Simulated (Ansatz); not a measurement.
## Run report: Mo3HS6, geometry relaxation (part 1 of 2)

The run: geometry relaxation of Mo3HS6 (slab, 10 atoms in the cell). Method and program: DFT PBEsol, scalar-relativistic, plane waves, PAW, no spin polarisation (Ansatz 0.2.0).

The structure derives from an entry of the Crystallography Open Database. The input holds or restrains some coordinates. Forces given for the steps count only the free coordinates. It belongs to a series of runs on one base structure; here: H over the place (0/6, 0/6) of the surface cell, its height relaxed.

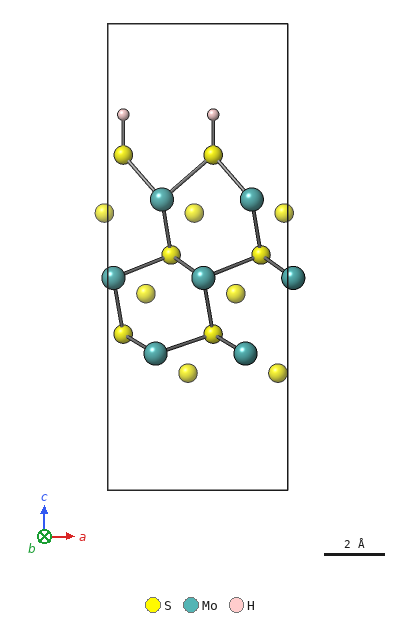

Figure 1. The structure as given in the input (ball-and-stick view of the 2 × 1 repeat of the cell, with the vacuum cut short, along the b axis). An atom can appear more than once, as a periodic image.

Input:
```yaml
crystal:
  lattice:
    - [3.1204068985, 0.0, 0.0]
    - [-1.5602034492, 6.1523257957, 0.0]
    - [0.0, 0.0, 25.6597815141]
  atoms:
    - { symbol: S, position: [0.8927216587, 0.7854433174, 0.3312576919] }
    - { symbol: Mo, position: [0.532155393, 0.0643107859, 0.3568487551] }
    - { symbol: S, position: [0.1715891272, 0.3431782543, 0.3824398182] }
    - { symbol: S, position: [0.4248770516, 0.8497541032, 0.4354374436] }
    - { symbol: Mo, position: [0.0634283179, 0.1268429315, 0.4560351157] }
    - { symbol: S, position: [0.7047428115, 0.4094654124, 0.4861970894] }
    - { symbol: S, position: [0.9628665561, 0.9257405526, 0.5411345583] }
    - { symbol: Mo, position: [0.6028601598, 0.205722103, 0.5588565878] }
    - { symbol: S, position: [0.1730160878, 0.3460381128, 0.6172031673] }
    - { symbol: H, position: [0.1730160878, 0.3460381128, 0.670204398] }
basis:
  ecutwfc: 420
kpoints:
  mp_grid: { grid: [10, 5, 1] }
hamiltonian:
  xc: pbesol
scf:
  occupations: { method: gaussian, width: 0.1 }
output:
  forces: true
  eigenvalues: true
  write_density: true
  write_potential: true
  elf: true
  volumetric_format: npy
relax:
  adjacent_minimum: "off"
  f_tol: 0.02
  max_steps: 25
  constraints: [{ sites: [0, 1, 2, 3, 4, 5, 6, 7, 8] }, { site: 9, fix: xy }]
efield:
  axis: 3
  dipole_correction: true
  ramp_width: 0.04
```

Machine: 4 threads of Intel Xeon @ 2.50GHz (Skylake/Cascade Lake), 32 GiB of memory available, shared host.

Command:
```bash
ansatz run input.yaml --threads 4 --pin off --max-ram 10240MiB --backend cpu --events-out ev --progress --plain --runs-dir out
```

What the program printed:
```
Warning: the atoms were moved onto the symmetric positions of the space group found under crystal.symmetry.tolerance 1.0e-5 (fractional; no operation is sought that the atoms, as they stand in a round, miss by more than twice it, and no atom is moved by as much as it), and the run uses the moved positions. Before a round's move an operation carried an atom to 5.91e-5 Å from where it should land, the largest such distance. Atom 5 (counting from 0) moved farthest, by 2.95e-5 Å; the longest move in fractions of the cell, of whichever atom, is 0.94 of the tolerance, in 1 round. To run the atoms as typed, lower crystal.symmetry.tolerance until the operations that they miss are no longer found, or set crystal.symmetry.detect: false (a key that needs symmetry detection or time reversal refuses this as the deck is read). The positions used, in the order of the run's atom list: position: [0.8927222995449999, 0.7854433174, 0.3312576919]; position: [0.532156033795, 0.0643107859, 0.3568487551]; position: [0.171589767995, 0.3431782543, 0.3824398182]; position: [0.424877692445, 0.8497541032, 0.4354374436]; position: [0.06342210659500001, 0.1268429315, 0.4560351157]; position: [0.704733347045, 0.4094654124, 0.4861970894]; position: [0.962870917145, 0.9257405526, 0.5411345583]; position: [0.602861692345, 0.205722103, 0.5588565878]; position: [0.17301969724500002, 0.3460381128, 0.6172031673]; position: [0.17301969724500002, 0.3460381128, 0.670204398]; The lattice was moved too: crystal.lattice keeps the space group found at crystal.symmetry.tolerance 1.0e-5 only nearly: the operation that it misses by the most changes a squared length by the fraction 1.63e-11. The run uses the lattice that is a stretch of the typed one, with no rotation, onto the one that keeps every operation to a double's rounding (on a very oblique basis the stretch itself rounds by more); the deck's lattice vector that moved farthest moved by 2.58e-11 Å. To run the lattice as typed, set crystal.symmetry.detect: false, as for the atoms. crystal.lattice made exact, in Å and degrees: [[3.1204068985, -1.267976460616155e-11, 0.0], [-1.560203449225, 6.15232579570634, 0.0], [0.0, 0.0, 25.6597815141]]. Pasted over the deck's crystal.lattice, beside positions in fractional coordinates, it runs the same cell (given as lengths and angles, that cell in the form's own orientation, a rigid turn of the misfit's size from the one run here, for which a checkpoint.post_process_only pass over this run's state can be refused: where this run relaxes nothing, give such a pass this deck's own crystal.lattice, as typed; behind a relaxation, as crystal.lattice, the state's own cell, identity.cell in its checkpoint.json), and a matrix so pasted ends this notice, except on a very skew basis of the lattice, where the rounding of the pasted numbers themselves can read as a misfit: the cell is then moved again, and that move is told again. The lattice as run is in this notice's lattice.as_run_ang field (Run.prep()["deck_notices"] in Python, the deck_notice line of an events file, deck_notices of ansatz run --dry-run=json, or deck_notices in record.json in the deck's checkpoint.write directory).
Warning: crystal.symmetry: narrowed to the stabiliser of the k-point mesh — unitary ops 2 → 1; excluded 1 operation that carries a point of the 10×5×1 mesh (shift [0, 0, 0]) off the mesh (the run samples exactly the mesh kpoints.mp_grid names, as under crystal.symmetry.detect: false, and its converged state has the mesh's symmetry, not the crystal's; ε∞, the Born charges and the force constants of a linear response (`dielectric:` by the response, `phonons.method: dfpt`) are averaged over those of the crystal's operations that the state keeps within a tolerance, where `mesh_tensors`, `unaveraged_element` or `gamma_mean_max_change_ev_ang2` stands beside them; a row that `dielectric.field_direction` solves alone is averaged likewise, with nothing beside; a Γ-centred mesh of equal divisions is mapped onto itself by every operation and keeps the whole group, as does a half-shifted one under kpoints.further_shifts: images)
Engine: ansatz 0.2.0, x86_64-unknown-linux-gnu
Pseudopotentials: kind: paw
Pseudopotential: S, paw, valence charge 6, recommended cutoff 420 eV (normal), S.paw.azcp
Pseudopotential: Mo, paw, valence charge 14, recommended cutoff 420 eV (normal), Mo.paw.azcp
Pseudopotential: H, paw, valence charge 1, recommended cutoff 420 eV (normal), H.paw.azcp
Functional definition: PBEsol
  exchange = pbesol_x
  correlation = pbesol_c
Crystal: 10 atoms, lattice volume = 492.610 Å³
Basis set: ecut = 420 eV, 9633 PW (Γ), exchange–correlation on 48×90×360 points (8 copies of the dense FFT grid, shifted against one another)
Bands: 50, of which v1, the nominal top of the filled ones, is band 40 counted from 1 (39 counted from 0)
Symmetry: 1 space group operations
k-points: 26 of 50 (time reversal used)
Non-local potential: S, projectors of the file, l = 0: 2, l = 1: 2, l = 2: 2
Non-local potential: Mo, projectors of the file, l = 0: 3, l = 1: 2, l = 2: 2, l = 3: 1
Non-local potential: H, projectors of the file, l = 0: 2, l = 1: 1
PAW form: soft (Blöchl's): semilocal exchange-correlation on the pseudo side does not see the compensation charge
PAW frozen core: S, regenerated for the run's functional, and the local potential with it (the file was generated under x = pbe(κ = 0.804, μ = 0.2195149727645171), c = pbe(β = 0.06672455060314922))
PAW frozen core: Mo, regenerated for the run's functional, and the local potential with it (the file was generated under x = pbe(κ = 0.804, μ = 0.2195149727645171), c = pbe(β = 0.06672455060314922))
PAW one-centre angular grid: S, 110 points (default); XC on 64 Gauss nodes
PAW one-centre angular grid: Mo, 590 points (default); XC on 64 Gauss nodes
PAW one-centre angular grid: H, 110 points (default); XC on 64 Gauss nodes
Initial density: superposition of atomic densities (neutral atoms: chi_scale 0, normalization atom), corrected by the library's trained network
Initial wavefunctions: pseudopotential atomic-orbital guess
Functional: x = pbesol(κ = 0.804, μ = 0.12345679012345678), c = pbesol(β = 0.046)
SCF iter   1: F=—  HF=-20021.216160 eV  |F-HF|=—  |Δ(HF+E_count)|=         —  Δρ=7.16e-3  dr2=4.22e-1  ethr=1.77e-3  p=0.125 e·Å  D=4.59e-2 V/Å  ΔV_dip=-1.18 eV  dr2_dipole=8.08e-5  V_vac-E_F(+/−)=3.31/4.49 eV  ⟨swp⟩=8.5  Hψ=6262  notcnv=0
efield: sawtooth ramp at fractional position 0.9807 (placed from the atoms, in the widest stretch of the axis that holds none; the zero of the levels goes with the place), width 0.0400; the density the first Hamiltonian is built on has a dipole p = 0.125 e·Å; the dipole correction subtracts the counter field D = 4.59e-2 V/Å, which shifts the + side's vacuum level by -1.18 eV against the − side's; the planar-averaged density in the ramp window peaks in size at 9.1e-6 e/Å³
preconditioner: auto → LDOS  [metal: Δε(μ)=0.052 eV  Ē_g=7.538 eV  σ=0.100 eV  W_gap=0.29  n_scr=46 (ndim 8)  ℏωp=12.4 eV  f_vac=0.609  D(μ)=4.25/eV (n_scr^D=20)  β→1.0]
SCF iter   2: F=—  HF=-20021.202705 eV  |F-HF|=—  |Δ(HF+E_count)|=   1.35e-2  Δρ=5.17e-3  dr2=2.42e-1  ethr=5.35e-4  p=0.266 e·Å  D=9.77e-2 V/Å  ΔV_dip=-2.51 eV  dr2_dipole=3.39e-4  V_vac-E_F(+/−)=2.53/5.03 eV  ⟨swp⟩=2.7  Hψ=2317  notcnv=0  defer=49
SCF iter   3: F=—  HF=-20021.163680 eV  |F-HF|=—  |Δ(HF+E_count)|=   3.90e-2  Δρ=1.35e-3  dr2=3.03e-2  ethr=3.06e-4  p=0.229 e·Å  D=8.41e-2 V/Å  ΔV_dip=-2.16 eV  dr2_dipole=2.63e-3  V_vac-E_F(+/−)=2.70/4.86 eV  ⟨swp⟩=2.0  Hψ=2034  notcnv=0  defer=49
SCF iter   4: F=—  HF=-20021.161691 eV  |F-HF|=—  |Δ(HF+E_count)|=   1.99e-3  Δρ=4.06e-4  dr2=2.70e-3  ethr=3.84e-5  p=0.236 e·Å  D=8.66e-2 V/Å  ΔV_dip=-2.22 eV  dr2_dipole=2.17e-4  V_vac-E_F(+/−)=2.66/4.88 eV  ⟨swp⟩=2.5  Hψ=1703  notcnv=0  defer=49
SCF iter   5: F=—  HF=-20021.161411 eV  |F-HF|=—  |Δ(HF+E_count)|=   2.80e-4  Δρ=1.38e-4  dr2=3.73e-4  ethr=3.41e-6  p=0.239 e·Å  D=8.78e-2 V/Å  ΔV_dip=-2.25 eV  dr2_dipole=7.08e-5  V_vac-E_F(+/−)=2.64/4.89 eV  ⟨swp⟩=1.5  Hψ=1582  notcnv=0  defer=49
iter 6 did not close the SCF: its close was put off until two iterations running show no level that it waits for move by more than its bar (scf_convergence_deferred on its scf_iter line)
SCF iter   6: F=-20021.161435 eV  HF=-20021.161432 eV  |F-HF|=3.39e-6  |Δ(HF+E_count)|=   2.06e-5  Δρ=2.94e-5  dr2=4.76e-6  ethr=1.27e-8  p=0.239 e·Å  D=8.78e-2 V/Å  ΔV_dip=-2.25 eV  dr2_dipole=6.22e-7  V_vac-E_F(+/−)=2.64/4.89 eV  ⟨swp⟩=20.5  Hψ=13958  notcnv=0
iter 7 did not close the SCF: its close was put off until two iterations running show no level that it waits for move by more than its bar (scf_convergence_deferred on its scf_iter line)
SCF iter   7: F=-20021.161437 eV  HF=-20021.161437 eV  |F-HF|=9.67e-9  |Δ(HF+E_count)|=   5.43e-6  Δρ=9.48e-6  dr2=1.21e-6  ethr=6.02e-9  p=0.239 e·Å  D=8.77e-2 V/Å  ΔV_dip=-2.25 eV  dr2_dipole=2.57e-7  V_vac-E_F(+/−)=2.64/4.89 eV  ⟨swp⟩=12.3  Hψ=11291  notcnv=0
SCF iter   8: F=-20021.161438 eV  HF=-20021.161438 eV  |F-HF|=8.02e-8  |Δ(HF+E_count)|=   1.06e-6  Δρ=3.06e-6  dr2=7.84e-8  ethr=1.54e-9  p=0.239 e·Å  D=8.77e-2 V/Å  ΔV_dip=-2.25 eV  dr2_dipole=2.06e-10  V_vac-E_F(+/−)=2.64/4.89 eV  ⟨swp⟩=11.3  Hψ=10397  notcnv=0
SCF 1 converged in 8 iterations: F = -20021.161438 eV  dr2 = 7.84e-8
  greatest PAW one-centre occupation: 0.999 electrons in one spin orbital (limit 2), on the Mo atom at site 7 (counted from 0), in its partial waves of l = 0
relax step   1: F+E_penalty+E_count = -20021.16143848 eV  Δ(F+E_penalty+E_count) = +0.000e0 eV  max|allowed force component| = 1.897e-1 eV/Å  Δτ_max = 0.0000 Å  (8 SCF iters, dr2 threshold 1.00e-5 eV, accepted)
Initial density: handed on by an earlier stage of this run
Initial wavefunctions: those handed on with the density
iter 1 solved again at ethr=8.30e-8 eV; its pass at ethr=3.10e-3 eV (dr2=6.56e-5 eV) is discarded
SCF iter   1: F=—  HF=-20021.162201 eV  |F-HF|=—  |Δ(HF+E_count)|=         —  Δρ=1.44e-4  dr2=6.64e-5  ethr=8.30e-8  p=0.239 e·Å  D=8.77e-2 V/Å  ΔV_dip=-2.25 eV  dr2_dipole=3.75e-7  V_vac-E_F(+/−)=2.64/4.89 eV  ⟨swp⟩=3.0  Hψ=3881  notcnv=0  defer=1
efield: sawtooth ramp at fractional position 0.9807 (handed on by an earlier solve), width 0.0400; the density the first Hamiltonian is built on has a dipole p = 0.239 e·Å; the dipole correction subtracts the counter field D = 8.77e-2 V/Å, which shifts the + side's vacuum level by -2.25 eV against the − side's; the planar-averaged density in the ramp window peaks in size at 1.2e-6 e/Å³
preconditioner: auto → LDOS  [metal: Δε(μ)=0.073 eV  Ē_g=7.540 eV  σ=0.100 eV  W_gap=0.39  n_scr=46 (ndim 8)  ℏωp=12.4 eV  f_vac=0.609  D(μ)=5.13/eV (n_scr^D=24)  β→1.0]
SCF iter   2: F=—  HF=-20021.162095 eV  |F-HF|=—  |Δ(HF+E_count)|=   1.06e-4  Δρ=5.93e-5  dr2=3.26e-5  ethr=8.30e-8  p=0.238 e·Å  D=8.74e-2 V/Å  ΔV_dip=-2.24 eV  dr2_dipole=1.06e-6  V_vac-E_F(+/−)=2.65/4.89 eV  ⟨swp⟩=2.4  Hψ=1973  notcnv=0  defer=1
SCF iter   3: F=-20021.162088 eV  HF=-20021.162088 eV  |F-HF|=4.12e-7  |Δ(HF+E_count)|=   7.01e-6  Δρ=1.34e-5  dr2=1.13e-6  ethr=2.85e-9  p=0.238 e·Å  D=8.74e-2 V/Å  ΔV_dip=-2.24 eV  dr2_dipole=4.31e-9  V_vac-E_F(+/−)=2.65/4.89 eV  ⟨swp⟩=16.2  Hψ=12811  notcnv=0
SCF 2 converged in 3 iterations: F = -20021.162088 eV  dr2 = 1.13e-6
relax step   2: F+E_penalty+E_count = -20021.16208776 eV  Δ(F+E_penalty+E_count) = -6.493e-4 eV  max|allowed force component| = 8.836e-2 eV/Å  Δτ_max = 0.0047 Å  (3 SCF iters, dr2 threshold 2.25e-6 eV, accepted)
SCF iter   1: F=—  HF=-20021.162402 eV  |F-HF|=—  |Δ(HF+E_count)|=         —  Δρ=1.33e-4  dr2=5.98e-5  ethr=6.51e-7  p=0.238 e·Å  D=8.74e-2 V/Å  ΔV_dip=-2.24 eV  dr2_dipole=3.35e-7  V_vac-E_F(+/−)=2.65/4.89 eV  ⟨swp⟩=3.0  Hψ=2538  notcnv=0
efield: sawtooth ramp at fractional position 0.9807 (handed on by an earlier solve), width 0.0400; the density the first Hamiltonian is built on has a dipole p = 0.238 e·Å; the dipole correction subtracts the counter field D = 8.74e-2 V/Å, which shifts the + side's vacuum level by -2.24 eV against the − side's; the planar-averaged density in the ramp window peaks in size at 1.2e-6 e/Å³
preconditioner: auto → LDOS  [metal: Δε(μ)=0.073 eV  Ē_g=7.538 eV  σ=0.100 eV  W_gap=0.39  n_scr=46 (ndim 8)  ℏωp=12.4 eV  f_vac=0.609  D(μ)=5.13/eV (n_scr^D=24)  β→1.0]
SCF iter   2: F=—  HF=-20021.162278 eV  |F-HF|=—  |Δ(HF+E_count)|=   1.24e-4  Δρ=6.15e-5  dr2=3.68e-5  ethr=7.56e-8  p=0.237 e·Å  D=8.72e-2 V/Å  ΔV_dip=-2.24 eV  dr2_dipole=7.73e-7  V_vac-E_F(+/−)=2.65/4.89 eV  ⟨swp⟩=3.0  Hψ=2301  notcnv=0
SCF iter   3: F=—  HF=-20021.162270 eV  |F-HF|=—  |Δ(HF+E_count)|=   7.77e-6  Δρ=1.27e-5  dr2=1.04e-6  ethr=4.66e-8  p=0.237 e·Å  D=8.72e-2 V/Å  ΔV_dip=-2.24 eV  dr2_dipole=2.91e-11  V_vac-E_F(+/−)=2.65/4.89 eV  ⟨swp⟩=2.0  Hψ=1930  notcnv=0
SCF iter   4: F=-20021.162270 eV  HF=-20021.162270 eV  |F-HF|=2.32e-8  |Δ(HF+E_count)|=   1.15e-7  Δρ=3.93e-6  dr2=1.70e-7  ethr=6.18e-10  p=0.237 e·Å  D=8.72e-2 V/Å  ΔV_dip=-2.24 eV  dr2_dipole=6.89e-9  V_vac-E_F(+/−)=2.65/4.89 eV  ⟨swp⟩=16.4  Hψ=11587  notcnv=0
SCF 3 converged in 4 iterations: F = -20021.162270 eV  dr2 = 1.70e-7
relax step   3: F+E_penalty+E_count = -20021.16227036 eV  Δ(F+E_penalty+E_count) = -1.826e-4 eV  max|allowed force component| = 6.659e-4 eV/Å  Δτ_max = 0.0041 Å  (4 SCF iters, dr2 threshold 4.88e-7 eV, accepted)
iter 1 solved again at ethr=2.21e-10 eV; its pass at ethr=3.10e-3 eV (dr2=1.75e-7 eV) is discarded
SCF iter   1: F=—  HF=-20021.162364 eV  |F-HF|=—  |Δ(HF+E_count)|=         —  Δρ=3.94e-6  dr2=1.74e-7  ethr=2.21e-10  p=0.237 e·Å  D=8.72e-2 V/Å  ΔV_dip=-2.24 eV  dr2_dipole=7.57e-9  V_vac-E_F(+/−)=2.65/4.89 eV  ⟨swp⟩=1.0  Hψ=3224  notcnv=0
efield: sawtooth ramp at fractional position 0.9807 (handed on by an earlier solve), width 0.0400; the density the first Hamiltonian is built on has a dipole p = 0.237 e·Å; the dipole correction subtracts the counter field D = 8.72e-2 V/Å, which shifts the + side's vacuum level by -2.24 eV against the − side's; the planar-averaged density in the ramp window peaks in size at 1.2e-6 e/Å³
preconditioner: auto → LDOS  [metal: Δε(μ)=0.073 eV  Ē_g=7.538 eV  σ=0.100 eV  W_gap=0.39  n_scr=46 (ndim 8)  ℏωp=12.4 eV  f_vac=0.609  D(μ)=5.14/eV (n_scr^D=24)  β→1.0]
SCF iter   2: F=—  HF=-20021.162270 eV  |F-HF|=—  |Δ(HF+E_count)|=   9.38e-5  Δρ=4.08e-6  dr2=1.92e-7  ethr=2.21e-10  p=0.237 e·Å  D=8.72e-2 V/Å  ΔV_dip=-2.24 eV  dr2_dipole=5.54e-9  V_vac-E_F(+/−)=2.65/4.89 eV  ⟨swp⟩=2.0  Hψ=2205  notcnv=0
SCF iter   3: F=-20021.162270 eV  HF=-20021.162270 eV  |F-HF|=9.75e-10  |Δ(HF+E_count)|=   2.04e-9  Δρ=9.51e-7  dr2=1.08e-8  ethr=1.27e-10  p=0.237 e·Å  D=8.72e-2 V/Å  ΔV_dip=-2.24 eV  dr2_dipole=2.81e-10  V_vac-E_F(+/−)=2.65/4.89 eV  ⟨swp⟩=9.8  Hψ=10116  notcnv=0
SCF 4 converged in 3 iterations: F = -20021.162270 eV  dr2 = 1.08e-8
relax step   4: F+E_penalty+E_count = -20021.16227048 eV  Δ(F+E_penalty+E_count) = -1.212e-7 eV  max|allowed force component| = 6.510e-4 eV/Å  Δτ_max = 0.0000 Å  (3 SCF iters, accepted)
```

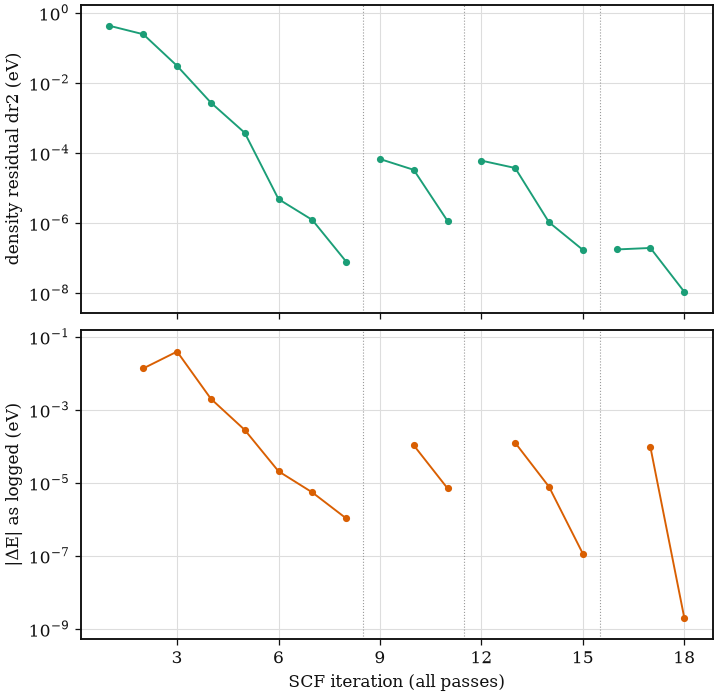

Figure 2. Convergence of the self-consistent field: density residual dr2 and size of the energy change against the SCF iteration. The dotted lines part the SCF passes of the relaxation: geometry steps, rejected trials and re-solves on a re-selected basis. The passes take 8, 3, 4 and 3 iterations.

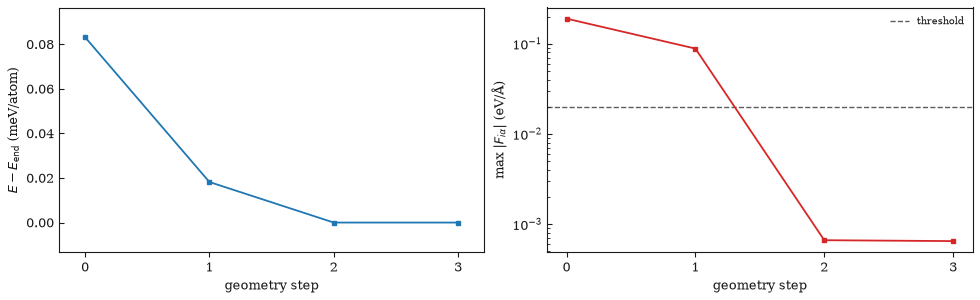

Figure 3. Progress of the restrained relaxation, step by step (the first geometry is step 0 here and step 1 in the log). Over 3 geometry steps the energy falls by 0.1 meV per atom. The largest force component goes from 0.19 to 0.00065 eV/Å. H10 moves most: 0.009 Å. S and Mo stay in place. The cell doesn't change. Among the contacts that change: S9–H10 1.360 → 1.369 Å. (Atoms are counted from 1 in the order of the input.)
